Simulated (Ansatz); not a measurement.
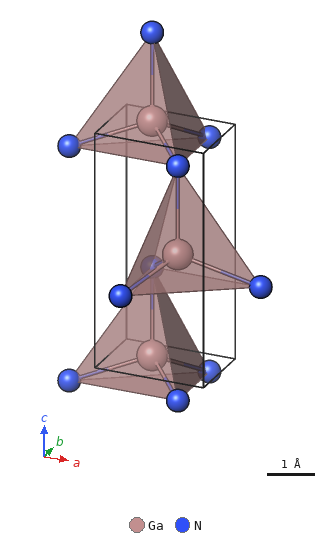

The starting structure (polyhedral view of the cell of the calculation, seen slightly off an axis; polyhedra are completed across the faces of the cell).

# GaN: geometry relaxation (part 1 of 2)

The run: geometry relaxation of GaN (P6₃mc, 4 atoms in the cell). Method and program: DFT, PBE, plane waves, PAW, no spin polarisation (Ansatz 0.2.0).

The structure derives from a Materials Project entry.

## What the program printed
```
Engine: ansatz 0.2.0, aarch64-unknown-linux-gnu
Pseudopotentials: kind: paw
Pseudopotential: Ga, paw, valence charge 13, recommended cutoff 420 eV (normal), Ga.paw.azcp
Pseudopotential: N, paw, valence charge 5, recommended cutoff 420 eV (normal), N.paw.azcp
Functional definition: PBE
  parameter kappa = 0.804
  parameter beta = 0.06672455060314922
  exchange = pbe_x(kappa = kappa, mu = beta*pi^2/3)
  correlation = pbe_c(beta = beta)
Crystal: 4 atoms, lattice volume = 45.728 Å³
Basis set: ecut = 420 eV, 917 PW (Γ), exchange–correlation on 48×48×72 points (8 copies of the dense FFT grid, shifted against one another)
Bands: 22, of which v1, the nominal top of the filled ones, is band 18 counted from 1 (17 counted from 0)
Symmetry: 12 space group operations
Space group: P63mc (ITA 186), of the structure as read, at distance tolerance 3.6e-5 Å
k-points: 80 of 968 (time reversal used)
Non-local potential: Ga, projectors of the file, l = 0: 2, l = 1: 2, l = 2: 3, l = 3: 1
Non-local potential: N, projectors of the file, l = 0: 2, l = 1: 2, l = 2: 1
PAW form: soft (Blöchl's): semilocal exchange-correlation on the pseudo side does not see the compensation charge
PAW one-centre angular grid: Ga, 590 points (default); XC on 64 Gauss nodes
PAW one-centre angular grid: N, 110 points (default); XC on 64 Gauss nodes
Initial density: superposition of atomic densities (chi_scale 0, normalization cell)
Initial wavefunctions: pseudopotential atomic-orbital guess
Functional: x = pbe(κ = 0.804, μ = 0.2195149727645171), c = pbe(β = 0.06672455060314922)
SCF iter   1: F=—  HF=-8339.689754 eV  |F-HF|=—  |Δ(HF+E_count)|=         —  Δρ=1.61e-1  dr2=1.37e1  ethr=3.10e-3  ⟨swp⟩=4.2  Hψ=6729  notcnv=0
preconditioner: auto → Resta (q_TF=auto, 2.622 Å⁻¹)  ε∞=5.3  [insulator: Δε(μ)=3.265 eV  Ē_g=15.935 eV  σ=0.100 eV  W_gap=1.00  n_scr=22 (ndim 8)  ℏωp=32.9 eV  f_vac=0.000  D(μ)=0.00/eV (n_scr^D=0)  ε∞_Penn≈5.3]
SCF iter   2: F=—  HF=-8335.930205 eV  |F-HF|=—  |Δ(HF+E_count)|=    3.76e0  Δρ=4.90e-2  dr2=6.77e-1  ethr=3.10e-3  ⟨swp⟩=3.0  Hψ=4460  notcnv=0
SCF iter   3: F=—  HF=-8335.825950 eV  |F-HF|=—  |Δ(HF+E_count)|=   1.04e-1  Δρ=2.56e-2  dr2=1.86e-1  ethr=1.88e-3  ⟨swp⟩=2.7  Hψ=3359  notcnv=0
SCF iter   4: F=—  HF=-8335.826913 eV  |F-HF|=—  |Δ(HF+E_count)|=   9.63e-4  Δρ=8.44e-3  dr2=2.11e-2  ethr=5.18e-4  ⟨swp⟩=2.0  Hψ=3391  notcnv=0
SCF iter   5: F=—  HF=-8335.815227 eV  |F-HF|=—  |Δ(HF+E_count)|=   1.17e-2  Δρ=2.14e-3  dr2=1.90e-3  ethr=5.85e-5  ⟨swp⟩=2.1  Hψ=3330  notcnv=0
SCF iter   6: F=—  HF=-8335.816938 eV  |F-HF|=—  |Δ(HF+E_count)|=   1.71e-3  Δρ=4.25e-4  dr2=6.23e-5  ethr=5.28e-6  ⟨swp⟩=2.0  Hψ=3200  notcnv=0
SCF iter   7: F=—  HF=-8335.816987 eV  |F-HF|=—  |Δ(HF+E_count)|=   4.91e-5  Δρ=9.89e-5  dr2=3.23e-6  ethr=1.73e-7  ⟨swp⟩=2.8  Hψ=3140  notcnv=0
SCF iter   8: F=—  HF=-8335.816992 eV  |F-HF|=—  |Δ(HF+E_count)|=   4.94e-6  Δρ=2.03e-5  dr2=1.60e-7  ethr=8.98e-9  ⟨swp⟩=2.5  Hψ=3183  notcnv=0
SCF iter   9: F=-8335.816992 eV  HF=-8335.816992 eV  |F-HF|=8.70e-9  |Δ(HF+E_count)|=   1.43e-7  Δρ=4.76e-6  dr2=1.17e-8  ethr=2.78e-10  ⟨swp⟩=5.0  Hψ=7810  notcnv=0
SCF 1 converged in 9 iterations: F = -8335.816992 eV  dr2 = 1.17e-8
  greatest PAW one-centre occupation: 0.995 electrons in one spin orbital (limit 2), on the Ga atom at site 1 (counted from 0), in its partial waves of l = 2
relax step   1: F+E_penalty+E_count = -8335.81699187 eV  Δ(F+E_penalty+E_count) = +0.000e0 eV  max|allowed force component| = 5.866e-3 eV/Å  Δτ_max = 0.0000 Å  P = +5.161 GPa  Ω = 45.728 Å³  (9 SCF iters, dr2 threshold 1.00e-7 eV, accepted)
Crystal: 4 atoms, lattice volume = 46.485 Å³
Initial density: handed on by an earlier stage of this run
Initial wavefunctions: those handed on with the density
iter 1 solved again at ethr=1.93e-5 eV; its pass at ethr=3.10e-3 eV (dr2=6.97e-3 eV) is discarded
SCF iter   1: F=—  HF=-8335.833187 eV  |F-HF|=—  |Δ(HF+E_count)|=         —  Δρ=3.59e-3  dr2=6.98e-3  ethr=1.93e-5  ⟨swp⟩=1.0  Hψ=8703  notcnv=0
preconditioner: auto → Resta (q_TF=auto, 2.615 Å⁻¹)  ε∞=4.9  [insulator: Δε(μ)=1.762 eV  Ē_g=16.468 eV  σ=0.100 eV  W_gap=1.00  n_scr=22 (ndim 8)  ℏωp=32.7 eV  f_vac=0.013  D(μ)=0.00/eV (n_scr^D=0)  ε∞_Penn≈4.9]
SCF iter   2: F=—  HF=-8335.831343 eV  |F-HF|=—  |Δ(HF+E_count)|=   1.84e-3  Δρ=7.65e-4  dr2=2.66e-4  ethr=1.93e-5  ⟨swp⟩=2.0  Hψ=2226  notcnv=0
SCF iter   3: F=—  HF=-8335.831360 eV  |F-HF|=—  |Δ(HF+E_count)|=   1.74e-5  Δρ=4.68e-4  dr2=8.05e-5  ethr=7.38e-7  ⟨swp⟩=2.0  Hψ=3175  notcnv=0
SCF iter   4: F=—  HF=-8335.831394 eV  |F-HF|=—  |Δ(HF+E_count)|=   3.32e-5  Δρ=1.57e-4  dr2=9.85e-6  ethr=2.24e-7  ⟨swp⟩=2.0  Hψ=2796  notcnv=0
SCF iter   5: F=—  HF=-8335.831388 eV  |F-HF|=—  |Δ(HF+E_count)|=   5.52e-6  Δρ=5.38e-5  dr2=1.05e-6  ethr=2.74e-8  ⟨swp⟩=2.0  Hψ=3193  notcnv=0
SCF iter   6: F=-8335.831390 eV  HF=-8335.831390 eV  |F-HF|=3.40e-9  |Δ(HF+E_count)|=   1.44e-6  Δρ=1.24e-5  dr2=6.32e-8  ethr=1.11e-9  ⟨swp⟩=5.1  Hψ=7782  notcnv=0
SCF 2 converged in 6 iterations: F = -8335.831390 eV  dr2 = 6.32e-8
  greatest PAW one-centre occupation: 0.995 electrons in one spin orbital (limit 2), on the Ga atom at site 0 (counted from 0), in its partial waves of l = 2
relax step   2: F+E_penalty+E_count = -8335.83138958 eV  Δ(F+E_penalty+E_count) = -1.440e-2 eV  max|allowed force component| = 8.541e-4 eV/Å  Δτ_max = 0.0005 Å  P = +1.998 GPa  Ω = 46.485 Å³  energy of the carried Pulay correction = -2.407e-3 eV  (6 SCF iters, dr2 threshold 4.00e-7 eV, accepted)
Crystal: 4 atoms, lattice volume = 46.977 Å³
Basis set: ecut = 420 eV, 941 PW (Γ), exchange–correlation on 48×48×72 points (8 copies of the dense FFT grid, shifted against one another)
iter 1 solved again at ethr=7.64e-6 eV; its pass at ethr=3.10e-3 eV (dr2=2.75e-3 eV) is discarded
SCF iter   1: F=—  HF=-8335.833723 eV  |F-HF|=—  |Δ(HF+E_count)|=         —  Δρ=2.24e-3  dr2=2.75e-3  ethr=7.64e-6  ⟨swp⟩=2.0  Hψ=8137  notcnv=0
preconditioner: auto → Resta (q_TF=auto, 2.610 Å⁻¹)  ε∞=4.9  [insulator: Δε(μ)=1.702 eV  Ē_g=16.393 eV  σ=0.100 eV  W_gap=1.00  n_scr=22 (ndim 8)  ℏωp=32.5 eV  f_vac=0.013  D(μ)=0.00/eV (n_scr^D=0)  ε∞_Penn≈4.9]
SCF iter   2: F=—  HF=-8335.832993 eV  |F-HF|=—  |Δ(HF+E_count)|=   7.31e-4  Δρ=4.85e-4  dr2=1.06e-4  ethr=7.63e-6  ⟨swp⟩=2.0  Hψ=2228  notcnv=0
SCF iter   3: F=—  HF=-8335.833004 eV  |F-HF|=—  |Δ(HF+E_count)|=   1.11e-5  Δρ=2.92e-4  dr2=3.30e-5  ethr=2.96e-7  ⟨swp⟩=1.2  Hψ=2005  notcnv=0
SCF iter   4: F=—  HF=-8335.833017 eV  |F-HF|=—  |Δ(HF+E_count)|=   1.31e-5  Δρ=8.10e-5  dr2=2.69e-6  ethr=9.17e-8  ⟨swp⟩=2.5  Hψ=3261  notcnv=0
SCF iter   5: F=-8335.833016 eV  HF=-8335.833016 eV  |F-HF|=5.13e-7  |Δ(HF+E_count)|=   1.36e-6  Δρ=3.26e-5  dr2=3.89e-7  ethr=1.11e-9  ⟨swp⟩=6.0  Hψ=8652  notcnv=0
SCF 3 converged in 5 iterations: F = -8335.833016 eV  dr2 = 3.89e-7
relax step   3: F+E_penalty+E_count = -8335.83301603 eV  Δ(F+E_penalty+E_count) = -1.626e-3 eV  max|allowed force component| = 1.505e-3 eV/Å  Δτ_max = 0.0002 Å  P = +0.082 GPa  Ω = 46.977 Å³  energy of the carried Pulay correction = -3.950e-3 eV  (5 SCF iters, dr2 threshold 4.00e-7 eV, accepted)
Crystal: 4 atoms, lattice volume = 46.998 Å³
iter 1 solved again at ethr=1.78e-8 eV; its pass at ethr=3.10e-3 eV (dr2=6.41e-6 eV) is discarded
SCF iter   1: F=—  HF=-8335.832947 eV  |F-HF|=—  |Δ(HF+E_count)|=         —  Δρ=1.11e-4  dr2=6.51e-6  ethr=1.78e-8  ⟨swp⟩=2.1  Hψ=8633  notcnv=0
preconditioner: auto → Resta (q_TF=auto, 2.610 Å⁻¹)  ε∞=4.9  [insulator: Δε(μ)=1.714 eV  Ē_g=16.387 eV  σ=0.100 eV  W_gap=1.00  n_scr=22 (ndim 8)  ℏωp=32.5 eV  f_vac=0.012  D(μ)=0.00/eV (n_scr^D=0)  ε∞_Penn≈4.9]
SCF iter   2: F=—  HF=-8335.832956 eV  |F-HF|=—  |Δ(HF+E_count)|=   9.26e-6  Δρ=3.40e-5  dr2=6.49e-7  ethr=1.78e-8  ⟨swp⟩=2.0  Hψ=2230  notcnv=0
SCF iter   3: F=—  HF=-8335.832956 eV  |F-HF|=—  |Δ(HF+E_count)|=   2.80e-7  Δρ=2.07e-5  dr2=2.36e-7  ethr=1.80e-9  ⟨swp⟩=2.1  Hψ=3090  notcnv=0
SCF iter   4: F=—  HF=-8335.832956 eV  |F-HF|=—  |Δ(HF+E_count)|=   2.43e-7  Δρ=7.33e-6  dr2=2.19e-8  ethr=1.10e-10  ⟨swp⟩=3.0  Hψ=7269  notcnv=0
SCF iter   5: F=-8335.832956 eV  HF=-8335.832956 eV  |F-HF|=1.28e-9  |Δ(HF+E_count)|=   9.71e-9  Δρ=2.54e-6  dr2=1.52e-9  ethr=6.10e-11  ⟨swp⟩=4.0  Hψ=6381  notcnv=0
SCF 4 converged in 5 iterations: F = -8335.832956 eV  dr2 = 1.52e-9
relax step   4: F+E_penalty+E_count = -8335.83295641 eV  Δ(F+E_penalty+E_count) = +5.962e-5 eV  max|allowed force component| = 9.644e-4 eV/Å  Δτ_max = 0.0001 Å  P = +0.002 GPa  Ω = 46.998 Å³  energy of the carried Pulay correction = -4.016e-3 eV  (5 SCF iters, dr2 threshold 3.95e-8 eV, accepted)
Initial wavefunctions: pseudopotential atomic-orbital guess (no wavefunctions were taken with the density)
iter 1 solved again at ethr=4.36e-8 eV; its pass at ethr=3.10e-3 eV (dr2=1.57e-5 eV) is discarded
SCF iter   1: F=—  HF=-8335.835888 eV  |F-HF|=—  |Δ(HF+E_count)|=         —  Δρ=5.63e-4  dr2=5.48e-6  ethr=4.36e-8  ⟨swp⟩=3.1  Hψ=11961  notcnv=0
preconditioner: auto → Resta (q_TF=auto, 2.610 Å⁻¹)  ε∞=4.9  [insulator: Δε(μ)=1.716 eV  Ē_g=16.388 eV  σ=0.100 eV  W_gap=1.00  n_scr=22 (ndim 8)  ℏωp=32.5 eV  f_vac=0.012  D(μ)=0.00/eV (n_scr^D=0)  ε∞_Penn≈4.9]
SCF iter   2: F=—  HF=-8335.837054 eV  |F-HF|=—  |Δ(HF+E_count)|=   1.17e-3  Δρ=2.86e-4  dr2=1.63e-6  ethr=1.52e-8  ⟨swp⟩=2.8  Hψ=3200  notcnv=0
SCF iter   3: F=—  HF=-8335.837419 eV  |F-HF|=—  |Δ(HF+E_count)|=   3.65e-4  Δρ=7.13e-5  dr2=1.03e-7  ethr=4.52e-9  ⟨swp⟩=2.8  Hψ=3186  notcnv=0
SCF iter   4: F=—  HF=-8335.837442 eV  |F-HF|=—  |Δ(HF+E_count)|=   2.30e-5  Δρ=6.80e-6  dr2=6.99e-9  ethr=2.86e-10  ⟨swp⟩=2.0  Hψ=3200  notcnv=0
SCF iter   5: F=—  HF=-8335.837442 eV  |F-HF|=—  |Δ(HF+E_count)|=   4.72e-8  Δρ=3.11e-6  dr2=7.59e-10  ethr=1.94e-11  ⟨swp⟩=2.1  Hψ=3106  notcnv=0
SCF iter   6: F=—  HF=-8335.837442 eV  |F-HF|=—  |Δ(HF+E_count)|=   3.54e-8  Δρ=7.21e-7  dr2=2.01e-10  ethr=2.11e-12  ⟨swp⟩=2.0  Hψ=3200  notcnv=0
SCF iter   7: F=-8335.837442 eV  HF=-8335.837442 eV  |F-HF|=3.27e-11  |Δ(HF+E_count)|=  6.48e-10  Δρ=1.46e-7  dr2=8.99e-12  ethr=1.00e-12  ⟨swp⟩=3.0  Hψ=7081  notcnv=0
SCF 5 converged in 7 iterations: F = -8335.837442 eV  dr2 = 8.99e-12
relax step   5: F+E_penalty+E_count = -8335.83744186 eV  Δ(F+E_penalty+E_count) = -4.485e-3 eV  max|allowed force component| = 9.493e-4 eV/Å  Δτ_max = 0.0000 Å  P = +0.132 GPa  Ω = 46.998 Å³  stress off target by 1.39e-1 GPa  SCF on the basis re-selected at this cell (its energy is not comparable with the rows above)  (7 SCF iters)
basis re-selected at this cell: Δ(F+E_penalty+E_count) = -4.485e-3 eV, ΔP = +0.130 GPa vs the last step (what re-selecting the basis moved, of the pressure what is left beyond the Pulay correction that the steps carried, after the strain that the cell walked since its last selection, with what the two solves' SCF thresholds leave and, on support functions, any second-order correction that the steps lacked; it is no measure of the basis error at this ecutwfc). This SCF's stress stands 1.39e-1 GPa from its target on what of the cell is left free (relax.cell.stress_tol is 5.00e-2 GPa) and its largest allowed force component is 9.49e-4 eV/Å (relax.f_tol is 5.00e-3 eV/Å): not within both, so this SCF does not close the relaxation
Crystal: 4 atoms, lattice volume = 47.033 Å³
iter 1 solved again at ethr=3.75e-8 eV; its pass at ethr=3.10e-3 eV (dr2=1.35e-5 eV) is discarded
SCF iter   1: F=—  HF=-8335.837341 eV  |F-HF|=—  |Δ(HF+E_count)|=         —  Δρ=1.58e-4  dr2=1.37e-5  ethr=3.75e-8  ⟨swp⟩=2.4  Hψ=8216  notcnv=0
preconditioner: auto → Resta (q_TF=auto, 2.609 Å⁻¹)  ε∞=4.9  [insulator: Δε(μ)=1.709 eV  Ē_g=16.382 eV  σ=0.100 eV  W_gap=1.00  n_scr=22 (ndim 8)  ℏωp=32.5 eV  f_vac=0.012  D(μ)=0.00/eV (n_scr^D=0)  ε∞_Penn≈4.9]
SCF iter   2: F=—  HF=-8335.837348 eV  |F-HF|=—  |Δ(HF+E_count)|=   6.84e-6  Δρ=3.44e-5  dr2=5.22e-7  ethr=3.75e-8  ⟨swp⟩=2.0  Hψ=2228  notcnv=0
SCF iter   3: F=—  HF=-8335.837348 eV  |F-HF|=—  |Δ(HF+E_count)|=   1.71e-8  Δρ=2.06e-5  dr2=1.65e-7  ethr=1.33e-10  ⟨swp⟩=4.1  Hψ=6470  notcnv=0
SCF iter   4: F=-8335.837348 eV  HF=-8335.837348 eV  |F-HF|=3.20e-8  |Δ(HF+E_count)|=   6.37e-8  Δρ=6.65e-6  dr2=1.80e-8  ethr=1.33e-10  ⟨swp⟩=3.0  Hψ=7766  notcnv=0
SCF 6 converged in 4 iterations: F = -8335.837348 eV  dr2 = 1.80e-8
relax step   6: F+E_penalty+E_count = -8335.83734756 eV  Δ(F+E_penalty+E_count) = +9.430e-5 eV  max|allowed force component| = 9.582e-5 eV/Å  Δτ_max = 0.0000 Å  P = +0.002 GPa  Ω = 47.033 Å³  energy of the carried Pulay correction = -1.090e-4 eV  (4 SCF iters, dr2 threshold 4.80e-8 eV, accepted)
iter 1 solved again at ethr=2.31e-8 eV; its pass at ethr=3.10e-3 eV (dr2=8.31e-6 eV) is discarded
SCF iter   1: F=—  HF=-8335.837493 eV  |F-HF|=—  |Δ(HF+E_count)|=         —  Δρ=8.22e-6  dr2=1.73e-8  ethr=2.31e-8  ⟨swp⟩=3.1  Hψ=12248  notcnv=0
preconditioner: auto → Resta (q_TF=auto, 2.609 Å⁻¹)  ε∞=4.9  [insulator: Δε(μ)=1.710 eV  Ē_g=16.382 eV  σ=0.100 eV  W_gap=1.00  n_scr=22 (ndim 8)  ℏωp=32.5 eV  f_vac=0.012  D(μ)=0.00/eV (n_scr^D=0)  ε∞_Penn≈4.9]
SCF iter   2: F=—  HF=-8335.837503 eV  |F-HF|=—  |Δ(HF+E_count)|=   1.00e-5  Δρ=4.93e-6  dr2=6.91e-9  ethr=4.81e-11  ⟨swp⟩=2.0  Hψ=3200  notcnv=0
SCF iter   3: F=—  HF=-8335.837503 eV  |F-HF|=—  |Δ(HF+E_count)|=   4.50e-9  Δρ=2.85e-6  dr2=2.70e-9  ethr=1.92e-11  ⟨swp⟩=2.6  Hψ=3342  notcnv=0
SCF iter   4: F=—  HF=-8335.837503 eV  |F-HF|=—  |Δ(HF+E_count)|=   4.04e-9  Δρ=6.66e-7  dr2=2.48e-10  ethr=7.50e-12  ⟨swp⟩=2.0  Hψ=2458  notcnv=0
SCF iter   5: F=-8335.837503 eV  HF=-8335.837503 eV  |F-HF|=9.09e-12  |Δ(HF+E_count)|=  3.06e-10  Δρ=1.95e-7  dr2=1.52e-11  ethr=1.00e-12  ⟨swp⟩=3.0  Hψ=6868  notcnv=0
SCF 7 converged in 5 iterations: F = -8335.837503 eV  dr2 = 1.52e-11
relax step   7: F+E_penalty+E_count = -8335.83750277 eV  Δ(F+E_penalty+E_count) = -1.552e-4 eV  max|allowed force component| = 9.828e-5 eV/Å  Δτ_max = 0.0000 Å  P = +0.004 GPa  Ω = 47.033 Å³  stress off target by 3.81e-3 GPa  SCF on the basis re-selected at this cell (its energy is not comparable with the rows above)  (5 SCF iters)
```
